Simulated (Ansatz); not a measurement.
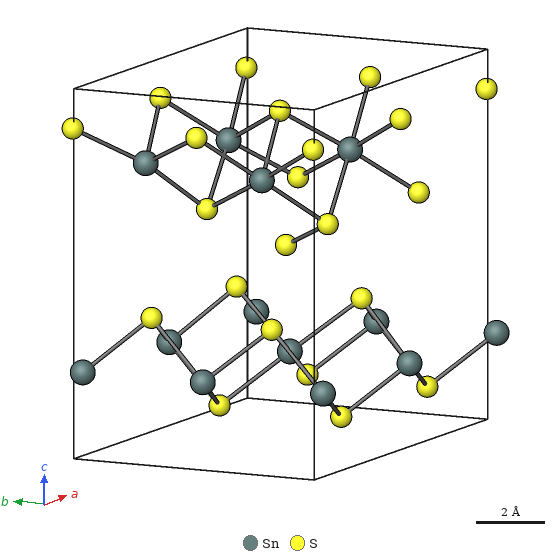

The structure above is drawn in ball-and-stick style and viewed from a general direction. The supercell is outlined; an atom on or near a face, edge or corner is repeated at each equivalent position. The host is SnS₂, in a cell of 24 sites, and the cell carries a charge of -1.

> What kind of defect was put in?

An interstitial sulfur atom. It is bonded to one S at about 2.0 Å.

Results below were computed with Ansatz, DFT PBE+D3(BJ), scalar-relativistic, plane waves, PAW; the settings were a kinetic-energy cutoff of 420 eV, k-grid 2×2×2, Gaussian smearing of 0.01 eV, collinear spins.

> Is the defect magnetic?

No net moment.

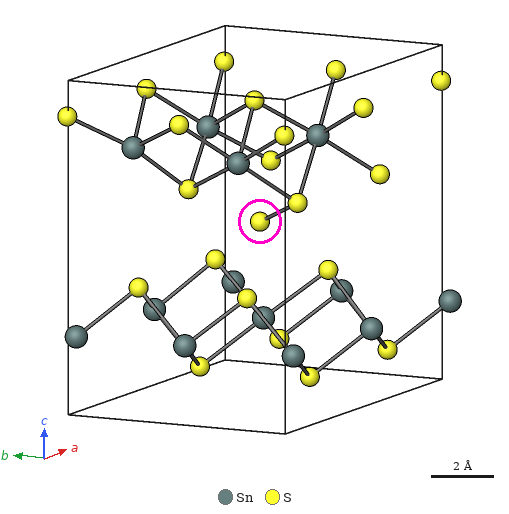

The same cell with a ring at the defect's site.

The atoms were relaxed in the host's cell with Ansatz 0.2.0, DFT PBE+D3(BJ), scalar-relativistic, plane waves, PAW.
